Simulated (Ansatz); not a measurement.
# NaCl: 7 runs along one coordinate

System: NaCl (Fmmm, 2 atoms in the cell).
Method: DFT PBE, scalar-relativistic, plane waves, PAW, no spin polarisation (Ansatz 0.2.0).

The 7 runs differ only in the geometry, by a strain of the cell at fixed fractional positions. Against run 4, the strain is εxx = −0.93 η and εyy = η. The structure derives from an entry of the Crystallography Open Database.

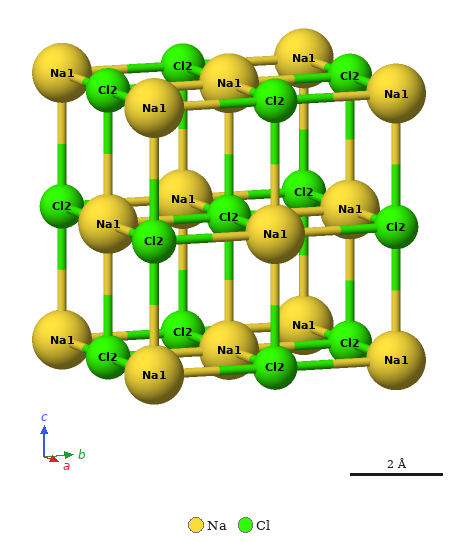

Figure 1. The structure of run 4 (ball-and-stick view of the cell 4 times as large as that of the calculation, set on its symmetry axes, seen slightly off an axis; atoms are numbered from 1 in the order of the input). An atom can appear more than once, as a periodic image.

### Input of run 4
```yaml
crystal:
  lattice:
    - [0.0, 2.725559375, 2.83175]
    - [2.937940625, 0.0, 2.83175]
    - [2.937940625, 2.725559375, 0.0]
  atoms:
    - { symbol: Na, position: [0.0, 0.0, 0.0] }
    - { symbol: Cl, position: [0.5, 0.5, 0.5] }
basis:
  ecutwfc: 420
kpoints:
  mp_grid: { grid: [8, 8, 8] }
hamiltonian:
  xc: pbe
scf:
  occupations: { method: gaussian, width: 0.05 }
output:
  forces: true
  stress: true
  eigenvalues: true
```

Command:
```bash
ansatz run input.yaml --threads 1 --pin off --max-ram 2560MiB --backend cpu --events-out ev --progress --plain --runs-dir out
```

Lattice vectors (Å) and fractional positions of run 4:
```
   0.000000    2.725559    2.831750
   2.937941    0.000000    2.831750
   2.937941    2.725559    0.000000
Na  0.000000  0.000000  0.000000
Cl  0.500000  0.500000  0.500000
```

Run 6 differs from it as follows:
```diff
-    - [0.0, 2.725559375, 2.83175]
-    - [2.937940625, 0.0, 2.83175]
-    - [2.937940625, 2.725559375, 0.0]
+    - [0.0, 2.9733375, 2.83175]
+    - [2.6901625, 0.0, 2.83175]
+    - [2.6901625, 2.9733375, 0.0]
```

### Results, with one run withheld

| run | strain parameter η (%) | free energy per atom, from the lowest run given (meV) | pressure (GPa) | gap on the mesh (eV) |
| --- | --- | --- | --- | --- |
| 1 | −5.1948 | 44.92 | 2.14 | 5.07 |
| 2 | −3.8961 | 30.95 | 1.67 | 5.07 |
| 3 | −2.5974 | 19.77 | 1.28 | 5.06 |
| 4 | 0.0000 | 4.52 | 0.72 | 5.05 |
| 5 | 1.2987 | 0.00 | 0.55 | 5.05 |
| 6 | 9.0909 | ? | ? | ? |
| 7 | 14.2857 | 62.07 | 2.71 | 5.07 |

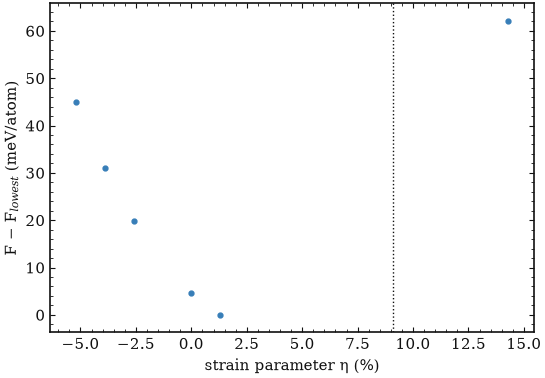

Figure 2. Free energy per atom of the runs given; the dotted line marks run 6.

Estimate the energy of run 6 from the others.

A cubic polynomial in the coordinate, fitted to the 6 runs given, misses them by at most 0.14 meV per atom. With x = η − 0.6494, it reads F = 1.9593 − 3.2931 x + 0.65419 x² − 0.0065582 x³ (meV per atom). At run 6 it gives 16.83 meV per atom, and the run itself gives 11.05. The fit has its minimum at η = 3.2696 %. The fit misses that run by 5.78 meV per atom.

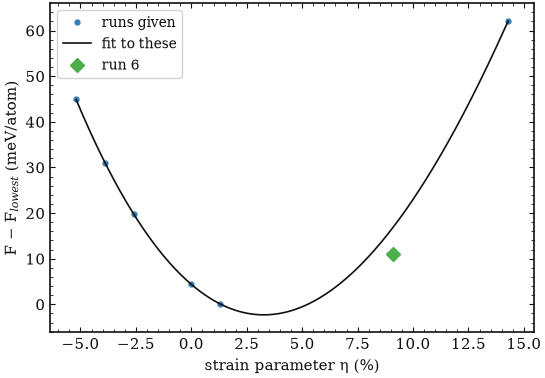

Figure 3. The fit and the withheld run.

### Output, shortened to warnings, some set-up lines, iterations and results (run 6)
```
Basis set: ecut = 420 eV, 885 PW (Γ), exchange–correlation on 60×54×54 points (8 copies of the dense FFT grid, shifted against one another)
Symmetry: 8 space group operations
k-points: 95 of 512
Initial density: superposition of atomic densities (neutral atoms: chi_scale 0, normalization atom), corrected by the library's trained network
[...]
SCF iter   1: F=—  HF=-2569.525006 eV  |F-HF|=—  |Δ(HF+E_count)|=         —  Δρ=9.07e-4  dr2=4.83e-4  ethr=1.77e-3  ⟨swp⟩=5.7  Hψ=6696  notcnv=0
SCF iter   2: F=—  HF=-2569.525085 eV  |F-HF|=—  |Δ(HF+E_count)|=   7.90e-5  Δρ=1.03e-3  dr2=7.23e-4  ethr=3.02e-6  ⟨swp⟩=2.0  Hψ=2593  notcnv=0
SCF iter   3: F=—  HF=-2569.524894 eV  |F-HF|=—  |Δ(HF+E_count)|=   1.91e-4  Δρ=5.23e-4  dr2=1.92e-4  ethr=3.02e-6  ⟨swp⟩=2.0  Hψ=1288  notcnv=0
SCF iter   4: F=—  HF=-2569.524831 eV  |F-HF|=—  |Δ(HF+E_count)|=   6.29e-5  Δρ=1.23e-4  dr2=1.12e-5  ethr=1.20e-6  ⟨swp⟩=2.0  Hψ=1416  notcnv=0
SCF iter   5: F=—  HF=-2569.524832 eV  |F-HF|=—  |Δ(HF+E_count)|=   8.28e-7  Δρ=9.19e-6  dr2=1.78e-8  ethr=6.98e-8  ⟨swp⟩=2.0  Hψ=1520  notcnv=0
SCF iter   6: F=-2569.524832 eV  HF=-2569.524832 eV  |F-HF|=3.09e-8  |Δ(HF+E_count)|=   1.69e-8  Δρ=7.67e-6  dr2=4.68e-8  ethr=1.11e-10  ⟨swp⟩=2.0  Hψ=3705  notcnv=0
SCF 1 converged in 6 iterations: F = -2569.524832 eV  dr2 = 4.68e-8
SCF converged after 6 iterations
Free energy (F): -2569.524832 eV
Harris-Foulkes:  -2569.524832 eV  (|F-HF|=3.09e-8)
Internal energy: -2569.524832 eV  (E = F + TS)
E sigma→0 (E₀):  -2569.524832 eV
Fermi energy:    3.576044 eV
--- Per-component energies (eV) ---
  E_band       = -235.842802
  E_kinetic    = 283.152037
  E_local      = -1539.382134  (includes V_loc(G=0)·N_el)
  E_nonlocal   = 143.601436
  E_hartree    = 543.476110
  E_xc         = -147.104234
  E_vxc        = -173.400889  (∫ρ·V_xc dr)
  E_paw        = -922.542424  (= ΣΔE_a)
  E_vpaw       = -36.768409  (= ΣTr[D̂ρ^β])
  E_aug_tail   = 0.000058  (compensation charges beyond the density's cutoff)
  E_ewald      = -930.725681
  E_smearing   = -0.000000  (= −TS)
  E_closure    = 0.000000  (closes the sum)
  Σ components = -2569.524832   (vs F -2569.524832, Δ=0.00e0)
--- Forces (eV/Å), atoms counted from 1 ---
  atom   1  Na     0.00000000     0.00000000    -0.00000000
  atom   2  Cl     0.00000000     0.00000000     0.00000000
  max |Σ_I F_I| component: 7.89e-31 eV/Å
--- Stress (GPa, compression-positive) ---
        3.248668      -0.000000      -0.000000
       -0.000000      -0.917331      -0.000000
       -0.000000      -0.000000       0.559857
  P = ⅓ Tr σ = 0.9637 GPa (9.637 kbar)
```
